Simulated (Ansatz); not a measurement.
```
K Br
1.0
     6.37437    0.00000    0.00000
     0.00000    6.37437    0.00000
     0.00000    0.00000    6.37437
K Br
4 4
Direct
  0.00000 0.00000 0.00000
  0.50000 0.50000 0.00000
  0.50000 0.00000 0.50000
  0.00000 0.50000 0.50000
  0.50000 0.00000 0.00000
  0.00000 0.50000 0.00000
  0.00000 0.00000 0.50000
  0.50000 0.50000 0.50000
```

Space group Fm-3m.

All numbers below come from Ansatz 0.2.0, DFT LDA, scalar-relativistic, plane waves, PAW.

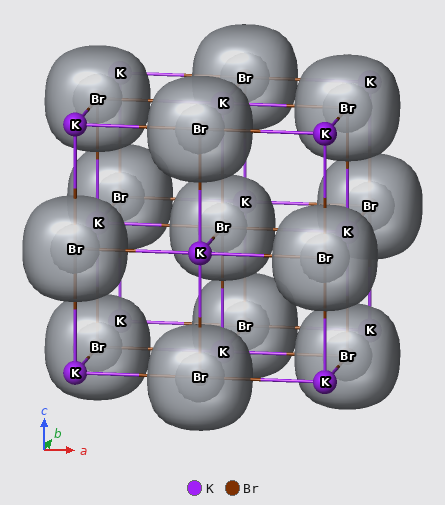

KBr. Isosurface of the ELF at 0.7 (grey), seen slightly off an axis. Only the valence region is drawn (cores and ρ < 0.01 e/Å³ removed). Sticks mark near contacts.

Core electrons are frozen (PAW), and the valence fields are smoothed inside the atomic spheres.

### What do the ELF domains correspond to?

The ELF exceeds this value in four regions wrapped around Br (the valence shell of each), counted in one cell of 8 atoms. Regions shared between cells count once. Along the contacts the grid gives the following. K–Br (3.19 Å): the ELF is about 0.15 at the midpoint (a closed-shell, largely ionic contact).
